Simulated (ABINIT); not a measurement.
## Sb: geometry relaxation (part 2 of 2)

Continued. System: Sb (Im-3m, 1 atom in the cell). Method: Kohn-Sham DFT of a periodic cell, PBEsol, PseudoDojo NC SR PBEsol v0.4.1 standard, no spin polarisation (ABINIT 10.8.3); cutoff 1088.46 eV, 8×8×8 k-mesh, fermi-dirac of 0.05 eV. The structure derives from a Materials Project entry.

Geometry of the input (Å; fractional positions):
```
-1.8713  1.8713  1.8713
1.8713  -1.8713  1.8713
1.8713  1.8713  -1.8713
Sb 0.0000  0.0000  0.0000
```

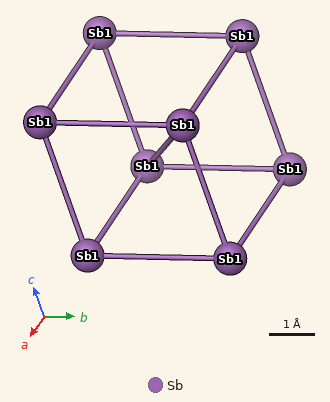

*The geometry at step 2 of the log (ball-and-stick view of the cell of the calculation, seen at an oblique angle; atoms are numbered from 1 in the order of the input).*

What the program printed, continued
```
 Cartesian coordinates (xcart) [bohr]
  0.00000000000000E+00  0.00000000000000E+00  0.00000000000000E+00
 Reduced coordinates (xred)
  0.00000000000000E+00  0.00000000000000E+00  0.00000000000000E+00
 Cartesian forces (fcart) [Ha/bohr]; max,rms= 0.00000E+00 0.00000E+00 (free atoms)
 -0.00000000000000E+00 -0.00000000000000E+00 -0.00000000000000E+00
 Gradient of E wrt nuclear positions in reduced coordinates (gred)
 -0.00000000000000E+00 -0.00000000000000E+00 -0.00000000000000E+00
 Scale of Primitive Cell (acell) [bohr]
  6.11935613869517E+00  6.11935613869517E+00  6.11935613869517E+00
 Real space primitive translations (rprimd) [bohr]
 -3.53301191394285E+00  3.53301191394285E+00  3.53301191394285E+00
  3.53301191394285E+00 -3.53301191394285E+00  3.53301191394285E+00
  3.53301191394285E+00  3.53301191394285E+00 -3.53301191394285E+00
 Unitary Cell Volume (ucvol) [Bohr^3]=  1.76398666284757E+02
 Angles (23,13,12)= [degrees]
  1.09471220634491E+02  1.09471220634491E+02  1.09471220634491E+02
 Lengths [Bohr]
  6.11935613869517E+00  6.11935613869517E+00  6.11935613869517E+00
 Stress tensor in cartesian coordinates (strten) [Ha/bohr^3]
  2.51801032320649E-05  0.00000000000000E+00  0.00000000000000E+00
  0.00000000000000E+00  2.51801032320632E-05  0.00000000000000E+00
  0.00000000000000E+00  0.00000000000000E+00  2.51801032320632E-05
 Total energy (etotal) [Ha]= -9.07758055229920E+01

 Difference of energy with previous step (new-old):
           Absolute (Ha)=-1.39915E-05
           Relative     =-1.54132E-07

--- Iteration: ( 3/50) Internal Cycle: (1/1)
--------------------------------------------------------------------------------

---SELF-CONSISTENT-FIELD CONVERGENCE--------------------------------------------

--- !BeginCycle
iteration_state: {dtset: 1, itime: 3, icycle: 1, }
solver: {iscf: 7, nstep: 80, nline: 4, wfoptalg: 0, }
tolerances: {tolvrs: 1.00E-12, }
...

     iter   Etot(hartree)      deltaE(h)  residm     vres2
 ETOT  1  -90.775017396144    -9.078E+01 7.469E-03 1.091E+01
 ETOT  2  -90.775803054959    -7.857E-04 1.503E-02 1.447E-01
 ETOT  3  -90.775828578964    -2.552E-05 6.003E-04 2.189E-02
 ETOT  4  -90.775830724052    -2.145E-06 1.066E-02 1.073E-04
 ETOT  5  -90.775830737601    -1.355E-08 1.532E-04 5.306E-07
 ETOT  6  -90.775830737639    -3.864E-11 5.854E-03 5.498E-09
 ETOT  7  -90.775830737643    -3.539E-12 7.847E-05 2.111E-11
 ETOT  8  -90.775830737633     9.550E-12 3.190E-03 4.786E-14

 At SCF step    8       vres2   =  4.79E-14 < tolvrs=  1.00E-12 =>converged.

 Cartesian components of stress tensor (hartree/bohr^3)
  sigma(1 1)= -7.66214197E-07  sigma(3 2)=  0.00000000E+00
  sigma(2 2)= -7.66214197E-07  sigma(3 1)=  0.00000000E+00
  sigma(3 3)= -7.66214197E-07  sigma(2 1)=  0.00000000E+00

--- !ResultsGS
iteration_state: {dtset: 1, itime: 3, icycle: 1, }
comment   : Summary of ground state results
lattice_vectors:
- [ -3.5193633,   3.5193633,   3.5193633, ]
- [  3.5193633,  -3.5193633,   3.5193633, ]
- [  3.5193633,   3.5193633,  -3.5193633, ]
lattice_lengths: [   6.09572,    6.09572,    6.09572, ]
lattice_angles: [109.471, 109.471, 109.471, ] # degrees, (23, 13, 12)
lattice_volume:   1.7436218E+02
convergence: {deltae:  9.550E-12, res2:  4.786E-14, residm:  3.190E-03, diffor: null, }
etotal    :  -9.07758307E+01
entropy   :   0.00000000E+00
fermie    :   3.10273855E-01
cartesian_stress_tensor: # hartree/bohr^3
- [ -7.66214197E-07,   0.00000000E+00,   0.00000000E+00, ]
- [  0.00000000E+00,  -7.66214197E-07,   0.00000000E+00, ]
- [  0.00000000E+00,   0.00000000E+00,  -7.66214197E-07, ]
pressure_GPa:   2.2543E-02
xred      :
- [  0.0000E+00,   0.0000E+00,   0.0000E+00, Sb]
cartesian_forces: # hartree/bohr
- [ -0.00000000E+00,  -0.00000000E+00,  -0.00000000E+00, ]
force_length_stats: {min:   0.00000000E+00, max:   0.00000000E+00, mean:   0.00000000E+00, }
...

 Integrated electronic density in atomic spheres:
 ------------------------------------------------
 Atom  Sphere_radius  Integrated_density
    1        2.00000         11.19305189

---OUTPUT-----------------------------------------------------------------------

 Cartesian coordinates (xcart) [bohr]
  0.00000000000000E+00  0.00000000000000E+00  0.00000000000000E+00
 Reduced coordinates (xred)
  0.00000000000000E+00  0.00000000000000E+00  0.00000000000000E+00
 Cartesian forces (fcart) [Ha/bohr]; max,rms= 0.00000E+00 0.00000E+00 (free atoms)
 -0.00000000000000E+00 -0.00000000000000E+00 -0.00000000000000E+00
 Gradient of E wrt nuclear positions in reduced coordinates (gred)
 -0.00000000000000E+00 -0.00000000000000E+00 -0.00000000000000E+00
 Scale of Primitive Cell (acell) [bohr]
  6.09571598366712E+00  6.09571598366712E+00  6.09571598366712E+00
 Real space primitive translations (rprimd) [bohr]
 -3.51936326407371E+00  3.51936326407371E+00  3.51936326407371E+00
  3.51936326407371E+00 -3.51936326407371E+00  3.51936326407371E+00
  3.51936326407371E+00  3.51936326407371E+00 -3.51936326407371E+00
 Unitary Cell Volume (ucvol) [Bohr^3]=  1.74362176170589E+02
 Angles (23,13,12)= [degrees]
  1.09471220634491E+02  1.09471220634491E+02  1.09471220634491E+02
 Lengths [Bohr]
  6.09571598366712E+00  6.09571598366712E+00  6.09571598366712E+00
 Stress tensor in cartesian coordinates (strten) [Ha/bohr^3]
 -7.66214196907741E-07  0.00000000000000E+00  0.00000000000000E+00
  0.00000000000000E+00 -7.66214196911211E-07  0.00000000000000E+00
  0.00000000000000E+00  0.00000000000000E+00 -7.66214196909476E-07
 Total energy (etotal) [Ha]= -9.07758307376334E+01

 Difference of energy with previous step (new-old):
           Absolute (Ha)=-2.52146E-05
           Relative     =-2.77768E-07

--- Iteration: ( 4/50) Internal Cycle: (1/1)
--------------------------------------------------------------------------------

---SELF-CONSISTENT-FIELD CONVERGENCE--------------------------------------------

--- !BeginCycle
iteration_state: {dtset: 1, itime: 4, icycle: 1, }
solver: {iscf: 7, nstep: 80, nline: 4, wfoptalg: 0, }
tolerances: {tolvrs: 1.00E-12, }
...

     iter   Etot(hartree)      deltaE(h)  residm     vres2
 ETOT  1  -90.775830057194    -9.078E+01 8.763E-05 9.403E-03
 ETOT  2  -90.775830734283    -6.771E-07 6.225E-05 1.250E-04
 ETOT  3  -90.775830756411    -2.213E-08 1.196E-06 1.879E-05
 ETOT  4  -90.775830758259    -1.848E-09 3.285E-05 9.046E-08
 ETOT  5  -90.775830758271    -1.202E-11 6.698E-07 4.517E-10
 ETOT  6  -90.775830758275    -3.510E-12 1.693E-05 4.625E-12
 ETOT  7  -90.775830758273     1.890E-12 4.361E-07 1.691E-14

 At SCF step    7       vres2   =  1.69E-14 < tolvrs=  1.00E-12 =>converged.

 Cartesian components of stress tensor (hartree/bohr^3)
  sigma(1 1)=  2.59669037E-08  sigma(3 2)=  0.00000000E+00
  sigma(2 2)=  2.59669037E-08  sigma(3 1)=  0.00000000E+00
  sigma(3 3)=  2.59669037E-08  sigma(2 1)=  0.00000000E+00

--- !ResultsGS
iteration_state: {dtset: 1, itime: 4, icycle: 1, }
comment   : Summary of ground state results
lattice_vectors:
- [ -3.5197618,   3.5197618,   3.5197618, ]
- [  3.5197618,  -3.5197618,   3.5197618, ]
- [  3.5197618,   3.5197618,  -3.5197618, ]
lattice_lengths: [   6.09641,    6.09641,    6.09641, ]
lattice_angles: [109.471, 109.471, 109.471, ] # degrees, (23, 13, 12)
lattice_volume:   1.7442142E+02
convergence: {deltae:  1.890E-12, res2:  1.691E-14, residm:  4.361E-07, diffor: null, }
etotal    :  -9.07758308E+01
entropy   :   0.00000000E+00
fermie    :   3.10097938E-01
cartesian_stress_tensor: # hartree/bohr^3
- [  2.59669037E-08,   0.00000000E+00,   0.00000000E+00, ]
- [  0.00000000E+00,   2.59669037E-08,   0.00000000E+00, ]
- [  0.00000000E+00,   0.00000000E+00,   2.59669037E-08, ]
pressure_GPa:  -7.6397E-04
xred      :
- [  0.0000E+00,   0.0000E+00,   0.0000E+00, Sb]
cartesian_forces: # hartree/bohr
- [ -0.00000000E+00,  -0.00000000E+00,  -0.00000000E+00, ]
force_length_stats: {min:   0.00000000E+00, max:   0.00000000E+00, mean:   0.00000000E+00, }
...

 Integrated electronic density in atomic spheres:
 ------------------------------------------------
 Atom  Sphere_radius  Integrated_density
    1        2.00000         11.19372164

---OUTPUT-----------------------------------------------------------------------

 Cartesian coordinates (xcart) [bohr]
  0.00000000000000E+00  0.00000000000000E+00  0.00000000000000E+00
 Reduced coordinates (xred)
  0.00000000000000E+00  0.00000000000000E+00  0.00000000000000E+00
 Cartesian forces (fcart) [Ha/bohr]; max,rms= 0.00000E+00 0.00000E+00 (free atoms)
 -0.00000000000000E+00 -0.00000000000000E+00 -0.00000000000000E+00
 Gradient of E wrt nuclear positions in reduced coordinates (gred)
 -0.00000000000000E+00 -0.00000000000000E+00 -0.00000000000000E+00
 Scale of Primitive Cell (acell) [bohr]
  6.09640627092916E+00  6.09640627092916E+00  6.09640627092916E+00
 Real space primitive translations (rprimd) [bohr]
 -3.51976180161027E+00  3.51976180161027E+00  3.51976180161027E+00
  3.51976180161027E+00 -3.51976180161027E+00  3.51976180161027E+00
  3.51976180161027E+00  3.51976180161027E+00 -3.51976180161027E+00
 Unitary Cell Volume (ucvol) [Bohr^3]=  1.74421417916642E+02
 Angles (23,13,12)= [degrees]
  1.09471220634491E+02  1.09471220634491E+02  1.09471220634491E+02
 Lengths [Bohr]
  6.09640627092916E+00  6.09640627092916E+00  6.09640627092916E+00
 Stress tensor in cartesian coordinates (strten) [Ha/bohr^3]
  2.59669036897781E-08  0.00000000000000E+00  0.00000000000000E+00
  0.00000000000000E+00  2.59669036932475E-08  0.00000000000000E+00
  0.00000000000000E+00  0.00000000000000E+00  2.59669036880433E-08
 Total energy (etotal) [Ha]= -9.07758307582730E+01

 Difference of energy with previous step (new-old):
           Absolute (Ha)=-2.06396E-08
           Relative     =-2.27368E-10

 At Broyd/MD step   4, gradients are converged :
  max grad (force/stress) = 2.5967E-06 < tolmxf= 2.0000E-05 ha/bohr (free atoms)

================================================================================

 ----iterations are completed or convergence reached----

 Mean square residual over all n,k,spin=   22.934E-10; max=  43.612E-08
 reduced coordinates (array xred) for    1 atoms
       0.000000000000      0.000000000000      0.000000000000
 rms dE/dt=  0.0000E+00; max dE/dt=  0.0000E+00; dE/dt below (all hartree)
    1       0.000000000000      0.000000000000      0.000000000000

 cartesian coordinates (angstrom) at end:
    1      0.00000000000000     0.00000000000000     0.00000000000000

 cartesian forces (hartree/bohr) at end:
    1     -0.00000000000000    -0.00000000000000    -0.00000000000000
 frms,max,avg= 0.0000000E+00 0.0000000E+00   0.000E+00  0.000E+00  0.000E+00 h/b

 cartesian forces (eV/Angstrom) at end:
    1     -0.00000000000000    -0.00000000000000    -0.00000000000000
 frms,max,avg= 0.0000000E+00 0.0000000E+00   0.000E+00  0.000E+00  0.000E+00 e/A
 length scales=  6.096406270929  6.096406270929  6.096406270929 bohr
              =  3.226079264793  3.226079264793  3.226079264793 angstroms
 Fermi (or HOMO) energy (hartree) =   0.31010   Average Vxc (hartree)=  -0.41344
 Eigenvalues (hartree) for nkpt=  29  k points:
 kpt#   1, nband= 12, wtk=  0.00195, kpt=  0.0000  0.0000  0.0000 (reduced coord)
  -0.75990   -0.75990   -0.75990   -0.75694   -0.75694   -0.17138    0.52597    0.52597
   0.52597    0.73598    0.73598    0.73598
      occupation numbers for kpt#   1
   2.00000    2.00000    2.00000    2.00000    2.00000    2.00000    0.00000    0.00000
   0.00000    0.00000    0.00000    0.00000
 prteigrs : prtvol=0 or 1, do not print more k-points.

--- !EnergyTerms
iteration_state     : {dtset: 1, itime: 4, icycle: 1, }
comment             : Components of total free energy in Hartree
kinetic             :  5.32160598745074E+01
hartree             :  1.92114759676624E+01
xc                  : -2.25208217428590E+01
Ewald energy        : -5.81592997120510E+01
psp_core            :  2.26661469456428E+00
local_psp           : -6.56026723560710E+01
non_local_psp       : -1.91870051075013E+01
internal            : -9.07756483817483E+01
'-kT*entropy'       : -1.82376524684108E-04
total_energy        : -9.07758307582730E+01
total_energy_eV     : -2.47013619256317E+03
band_energy         : -7.00082183606681E+00
...

 Cartesian components of stress tensor (hartree/bohr^3)
  sigma(1 1)=  2.59669037E-08  sigma(3 2)=  0.00000000E+00
  sigma(2 2)=  2.59669037E-08  sigma(3 1)=  0.00000000E+00
  sigma(3 3)=  2.59669037E-08  sigma(2 1)=  0.00000000E+00

-Cartesian components of stress tensor (GPa)         [Pressure= -7.6397E-04 GPa]
- sigma(1 1)=  7.63972683E-04  sigma(3 2)=  0.00000000E+00
- sigma(2 2)=  7.63972683E-04  sigma(3 1)=  0.00000000E+00
- sigma(3 3)=  7.63972683E-04  sigma(2 1)=  0.00000000E+00

== END DATASET(S) ==============================================================
================================================================================

 -outvars: echo values of variables after computation  --------
            acell      6.0964062709E+00  6.0964062709E+00  6.0964062709E+00 Bohr
           etotal     -9.0775830758E+01
            fcart     -0.0000000000E+00 -0.0000000000E+00 -0.0000000000E+00
            rprim     -5.7735026919E-01  5.7735026919E-01  5.7735026919E-01
                       5.7735026919E-01 -5.7735026919E-01  5.7735026919E-01
                       5.7735026919E-01  5.7735026919E-01 -5.7735026919E-01
           strten      2.5966903690E-08  2.5966903693E-08  2.5966903688E-08
                       0.0000000000E+00  0.0000000000E+00  0.0000000000E+00
 Calculation completed.
```

Trajectory as extended XYZ (Å, eV, eV/Å), 4 frames, from step=0 to step=3
```
1
Lattice="-1.8713 1.8713 1.8713 1.8713 -1.8713 1.8713 1.8713 1.8713 -1.8713" Properties=species:S:1:pos:R:3:forces:R:3 step=0 energy=-2470.13512
Sb    0.0000    0.0000    0.0000    0.0000   0.0000   0.0000
1
Lattice="-1.8696 1.8696 1.8696 1.8696 -1.8696 1.8696 1.8696 1.8696 -1.8696" Properties=species:S:1:pos:R:3:forces:R:3 step=1 energy=-2470.13551
Sb    0.0000    0.0000    0.0000    0.0000   0.0000   0.0000
1
Lattice="-1.8624 1.8624 1.8624 1.8624 -1.8624 1.8624 1.8624 1.8624 -1.8624" Properties=species:S:1:pos:R:3:forces:R:3 step=2 energy=-2470.13619
Sb    0.0000    0.0000    0.0000    0.0000   0.0000   0.0000
1
Lattice="-1.8626 1.8626 1.8626 1.8626 -1.8626 1.8626 1.8626 1.8626 -1.8626" Properties=species:S:1:pos:R:3:forces:R:3 step=3 energy=-2470.13619
Sb    0.0000    0.0000    0.0000    0.0000   0.0000   0.0000
```

Summary

- outcome: converged
- space group (tolerance 0.01 Å): Im-3m (229)
- electrons treated: 15
- free energy: −2470.1362 eV
- Fermi energy: 8.438 eV
- gap on the k-point mesh: none (metallic)
- pressure: 0.00 GPa
- final volume: 25.85 Å³
- largest force (length of the vector) at the end: under 0.001 eV/Å
- final cell: a = 3.226 Å, b = 3.226 Å, c = 3.226 Å, α = 109.47°, β = 109.47°, γ = 109.47°
- hardware: 4 threads of Arm Neoverse V2, 24 GiB of memory available, shared host
- wall time: 22 s (CPU time 88 s)
- peak memory: 0.32 GiB
